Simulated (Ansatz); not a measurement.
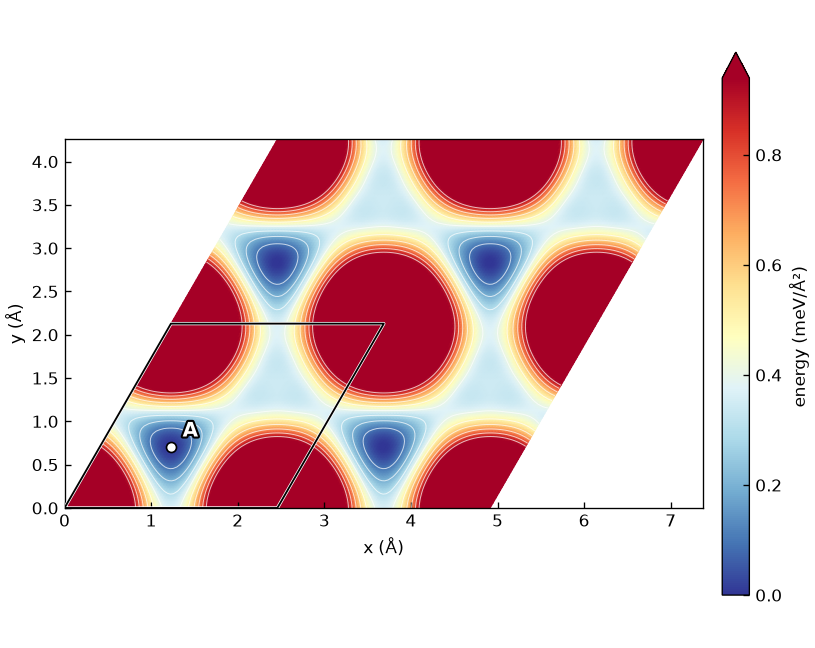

C (R-3m, No. 166; 12 atoms in the cell). Gamma surface: rigid slide across a plane, one fault a cell; the plane is (0 0 1) of the conventional cell. Places are given modulo a cell vector. The map is drawn in real space over the plane of the slide. Nothing is relaxed (rigid halves, spacing across the cut fixed). The grid has 6 × 6 points; 10 points were computed and 26 follow by symmetry. All energies are given in meV/Å² relative to the lowest grid point. The lowest point has no gap; 34 points of the grid have one on the k-mesh. Level of theory: DFT PBEsol+D3(BJ), scalar-relativistic, plane waves, PAW in Ansatz. Settings: cutoff 520 eV, k-mesh 15×15×2 in the order of the run's cell vectors, gaussian smearing 0.03 eV, no spin polarisation.

Drawn: a smooth colour map with a few white contour lines, the outline of one cell of the 2 × 2 shown, one colour for all values above the top of the scale, the point A. Between grid points the surface is interpolated.

Question: Find the lowest pass out of the well at A.

Answer: The easiest path leads from the well at (2/6, 2/6) of the cell vectors to the well at about (0.61, 0.61) of the cell vectors, about 0.33 meV/Å² higher. Its highest point lies about 0.38 meV/Å² above the bottom of the first well on the interpolated surface, at (3/6, 3/6) of the cell vectors. Seen from the upper well the barrier is about 0.044 meV/Å². This is the barrier on the constrained surface; relaxing the other coordinates would change it.

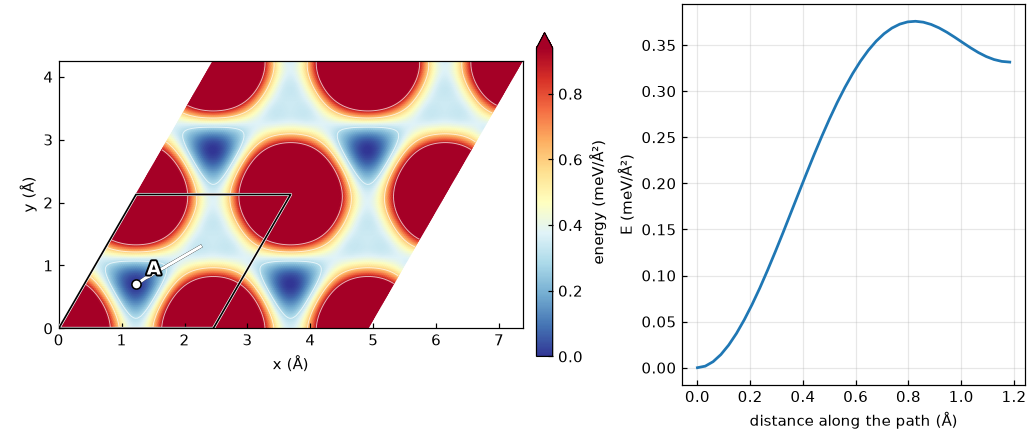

The picture shows a smooth colour map with a few white contour lines, a line along the lowest path, the outline of one cell of the 2 × 2 shown, one colour for all values above the top of the scale, the energy along the path at the right. Between grid points the surface is interpolated.

PAW datasets: the set soft_1.
